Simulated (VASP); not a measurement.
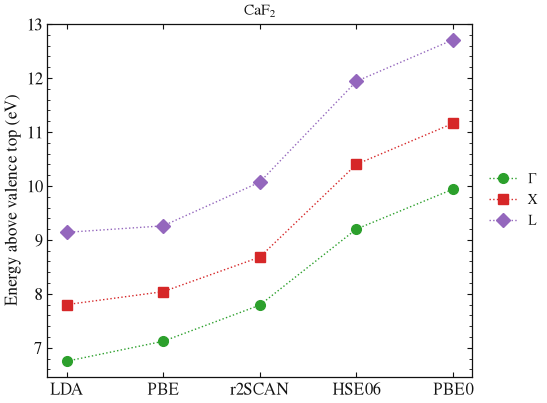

Lowest conduction level at each named k point, counted from the valence-band top at X, by several methods on one cell of fluorite-type CaF₂, space group Fm-3m (No. 225), 3 atoms in the primitive cell; cubic a = 5.513 Å. All runs are without spin-orbit coupling and carry no moments.

Question: Does PBE0 shift these levels rigidly from PBE?

Answer: The shifts are +2.82 eV at Γ, +3.12 eV at X and +3.45 eV at L: a spread of 0.63 eV on a mean of 3.13 eV, so one shift doesn't describe them.

Question: How do the methods rank at Γ?

Answer: From low to high: LDA 6.75, PBE 7.12, r2SCAN 7.79, HSE06 9.20, PBE0 9.94 eV.

Question: Do the methods agree on which of these conduction levels is lowest?

Answer: Yes: all put it at Γ.

```csv
method,program,Γ (eV),X (eV),L (eV)
LDA,VASP,6.75,7.80,9.14
PBE,VASP,7.12,8.04,9.26
r2SCAN,VASP,7.79,8.68,10.07
HSE06,VASP,9.20,10.40,11.94
PBE0,VASP,9.94,11.16,12.71
```

Settings. LDA: VASP PAW LDA potentials, release 64 (Ca_sv, F), 10×10×10 k mesh, 450 eV cutoff, Gaussian smearing of 0.02 eV (VASP 6.6.1). PBE: VASP PAW PBE potentials, release 64 (Ca_sv, F), 10×10×10 k mesh, 450 eV cutoff, Gaussian smearing of 0.02 eV (VASP). r2SCAN: VASP PAW PBE potentials, release 64 (Ca_sv, F), 10×10×10 k mesh, 450 eV cutoff, Gaussian smearing of 0.02 eV (VASP 6.6.1). HSE06: VASP PAW PBE potentials, release 64 (Ca_sv, F), 8×8×8 k mesh, 450 eV cutoff, Gaussian smearing of 0.02 eV (VASP 6.6.1). PBE0: VASP PAW PBE potentials, release 64 (Ca_sv, F), 8×8×8 k mesh, 450 eV cutoff, Gaussian smearing of 0.02 eV (VASP 6.6.1).

The cell was derived from a database entry in an earlier step, so it needn't be the measured one. LDA, GGA and most meta-GGA functionals understate gaps. r2SCAN, HSE06 and PBE0: the PAW data sets were made with another functional.
